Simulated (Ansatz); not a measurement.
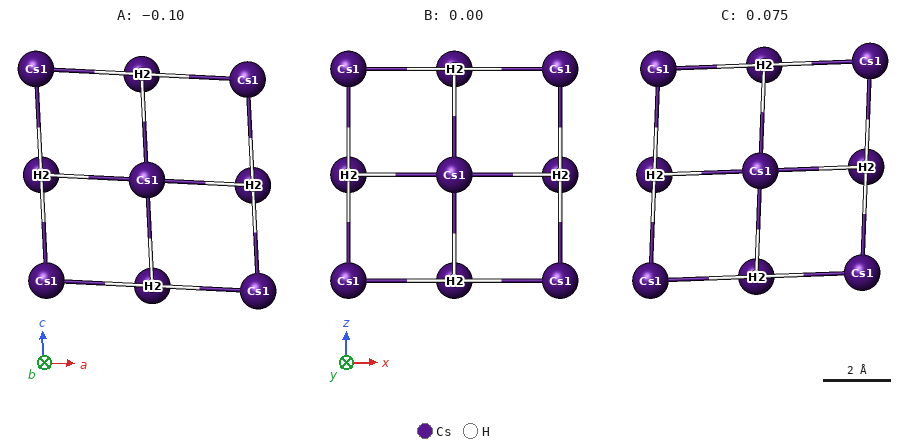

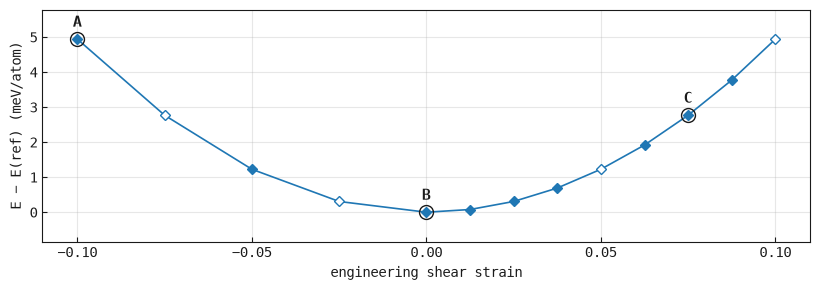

Energy scan for a crystal of CsH (Fm-3m), in which the cell is strained in shear in the xz plane, with the atoms kept at their fractional coordinates. x, y and z are the Cartesian axes of the input. The lettered frames are marked on the plot. Hollow markers are points alike by symmetry, not computed again. Style: ball-and-stick. Shown: the conventional cell (4 times the calculation's cell), along the b axis. Lengths and directions refer to the drawn axes.

The calculation used DFT LDA, scalar-relativistic, plane waves, PAW in Ansatz 0.2.0. Settings: plane-wave cutoff 420 eV; k-point mesh 8 × 8 × 8; occupations gaussian; smearing width 0.05 eV; no spin polarisation. Energies (free energies at the smearing named) are counted from the cell as listed in its source, which wasn't relaxed.

### Describe the profile.

The lowest computed point lies at the strain 0.00 (0.00 meV/atom). The unrelaxed reference is under a pressure of −1.3 GPa. The distortion takes the space group from Fm-3m to Immm. At the strain −0.10 the cell of the drawing goes a 6.376 → 6.384 Å, c 6.376 → 6.384 Å, β 90.0° → 95.7°.
